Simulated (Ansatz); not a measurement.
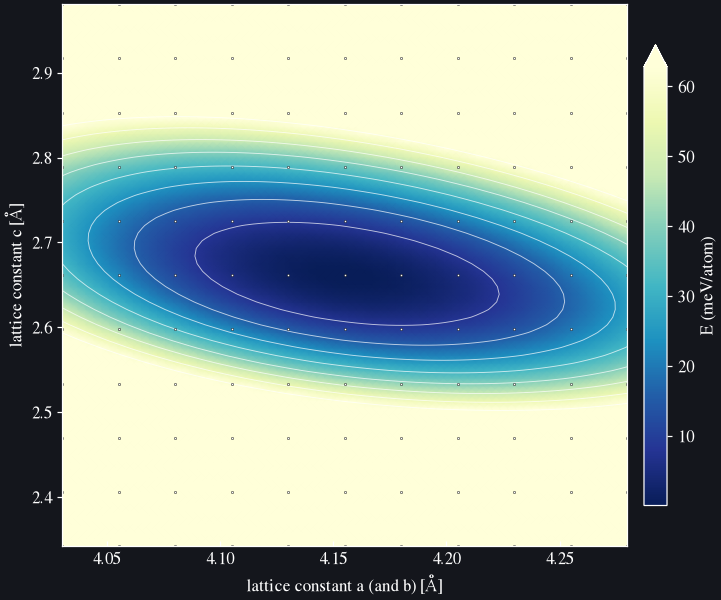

SiO2 (P4_2/mnm, No. 136; 6 atoms in the cell). The energy is mapped over the lattice constants a and c of the conventional cell. First axis: lattice constant a (and b). Second axis: lattice constant c. Nothing is relaxed (fractional coordinates fixed). Grid: 11 × 11 points. Energies: meV/atom, counted from the lowest grid point. These are results of DFT LDA, scalar-relativistic, plane waves, PAW in Ansatz, not measurements. Settings: cutoff 520 eV, k-mesh 6×6×8 in the order of the run's cell vectors, gaussian smearing 0.05 eV, no spin polarisation.

Drawn: a smooth colour map with a few white contour lines, dots at the grid points, one colour for all values above the top of the scale. Between grid points the surface is interpolated.

> Where is the minimum, and how stiff is the well along each coordinate?

The interpolated minimum is at lattice constant a (and b) ≈ 4.155 Å, lattice constant c ≈ 2.661 Å. The curvatures there are about 25 eV/Å² and 30 eV/Å², with a cross term of about 10 eV/Å² (per cell of 6 atoms). Round the minimum the valley is somewhat tilted: raising lattice constant a (and b) shifts the best value of lattice constant c downwards (coupling k₁₂/√(k₁₁k₂₂) about 0.4).

PAW datasets: the set soft_1.
